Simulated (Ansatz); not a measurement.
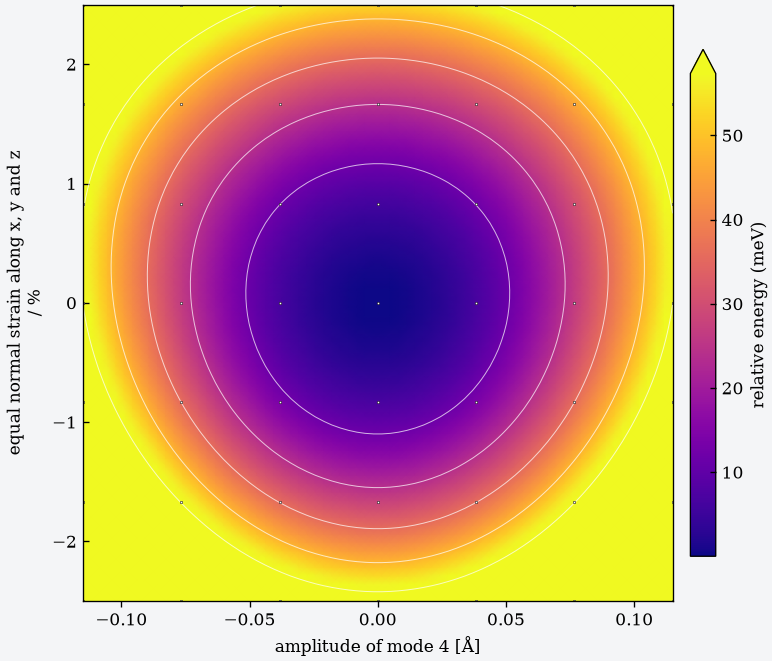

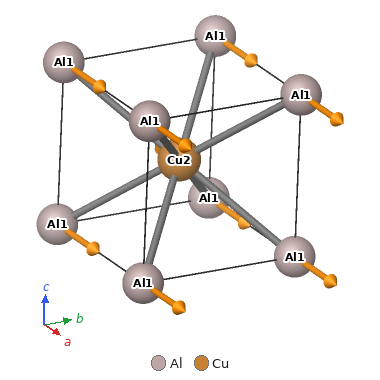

Energy landscape of AlCu (Pm-3m, No. 221; 2 atoms in the cell). The energy is mapped over a normal mode and a strain (zone-centre modes of the 2-atom cell of this scan) (x, y and z along the cube axes). The first coordinate is: amplitude of mode 4 (253 cm⁻¹), largest displacement in the unstrained cell; the second: equal normal strain along x, y and z. Nothing is relaxed (the pattern is fixed in fractional coordinates). Grid: 7 × 7 points; 28 points were computed and 21 follow by symmetry. Points are written as (first, second). Energies are in meV per cell, from the lowest grid point. All numbers below come from Ansatz, DFT PBEsol, scalar-relativistic, plane waves, PAW. Settings: cutoff 520 eV, k-mesh 16×16×16, gaussian smearing 0.15 eV, no spin polarisation.

Drawn: a smooth colour map with a few white contour lines, dots at the grid points, one colour for all values above the top of the scale. Between grid points the surface is interpolated. The second picture is the structure at the lowest point

Question: Summarise what can be read from the map.

Answer: The lowest grid point is at (0.000 Å, 0.00 %). It is the only kind of minimum in the scanned range. The highest grid point, (−0.115 Å, −2.50 %), lies 142 meV above the lowest.

The input of one point:

```yaml
crystal:
  lattice:
    - [2.9559960808, 0.0, 0.0]
    - [0.0, 2.9559960808, 0.0]
    - [0.0, 0.0, 2.9559960808]
  atoms:
    - { symbol: Al, position: [0.0, 0.0, 0.0] }
    - { symbol: Cu, position: [0.5, 0.5, 0.5] }
basis:
  ecutwfc: 520.0
kpoints:
  mp_grid: { grid: [16, 16, 16] }
hamiltonian:
  xc: pbesol
  pseudopotentials: { kind: paw, azcp: { folder: soft_1 } }
scf:
  occupations: { method: gaussian, width: 0.15 }
output:
  forces: true
  stress: true
  eigenvalues: true
  write_density: true
  write_potential: true
  elf: true
  volumetric_format: npy
```

Each point was launched as `ansatz run input.yaml --threads 1 --pin off --max-ram 2048MiB --backend cpu --events-out ev --progress --plain --runs-dir out`. Time for the 28 points that were run: 17 min on 1 thread of Arm Neoverse N1, with other jobs on the host.
